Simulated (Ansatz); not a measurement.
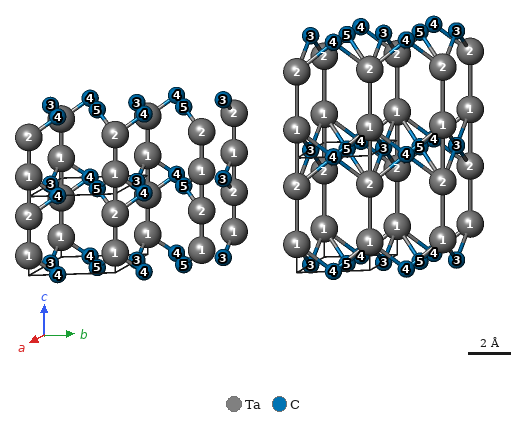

Two geometries of solid Ta2C3 (built on the random type) (coarse preliminary run), drawn at one scale. One is the start of a relaxation, the other its converged end. Style: ball-and-stick. Shown: the cell of the calculation, repeated 1 × 2 × 2 with one cell outlined, slightly off an axis.

Computed with DFT PBE, scalar-relativistic, plane waves, PAW in Ansatz 0.2.0. (plane-wave cutoff 420 eV; k-point mesh 6 × 6 × 4; occupations gaussian; smearing width 0.1 eV; no spin polarisation; cell and atoms relaxed; force threshold 0.04 eV/Å; at most 70 steps)

> Which geometry has the lower energy?

The right one is the relaxed one. Case: random cell with space group P-62m (No. 189). The largest moves relative to the cell, 0.59 Å, are those of C3, C4 and C5. C3 goes along +a. Largest moves by element: C 0.59 Å, Ta 0.02 Å. The drawn cell changes as follows: a = b 4.188 → 3.536 Å (−15.6 %), c 3.887 → 5.644 Å (+45.2 %); the volume changes by +3.5 %. Among the contacts that change: Ta1–Ta2 1.943 → 2.857 Å, Ta1–Ta2 (another image) 1.943 → 2.787 Å, Ta1–C3 2.956 → 2.251 Å, C3–C4 2.418 → 1.768 Å. New bonds form: Ta1–C3 (2.96 → 2.25 Å), Ta1–C4 (2.96 → 2.25 Å), Ta1–C5 (2.96 → 2.25 Å), Ta2–C3 (2.96 → 2.25 Å). Among the angles between lasting bonds that change: Ta1–C3–Ta2 69.7° → 76.5°, C3–Ta1–C4 90.6° → 85.7°, Ta2–Ta1–C3 124.8° → 128.2°. The space group (tolerance 0.01 Å) goes from P-62m (No. 189) to P6/mmm (No. 191). The energy falls by 5164 meV per atom in 12 accepted moves (15 points after the start). The largest force component goes from 21 to 0.024 eV/Å. The pressure goes from 201.03 to 0.10 GPa. At 3 points the geometry stayed and the basis and grid were re-selected for the new cell (energy shift of 117 meV per atom at most each time). The run took 29 s on 1 thread of Intel(R) Xeon(R) 6975P-C (Granite Rapids), on a shared host, peak memory 0.38 GiB.
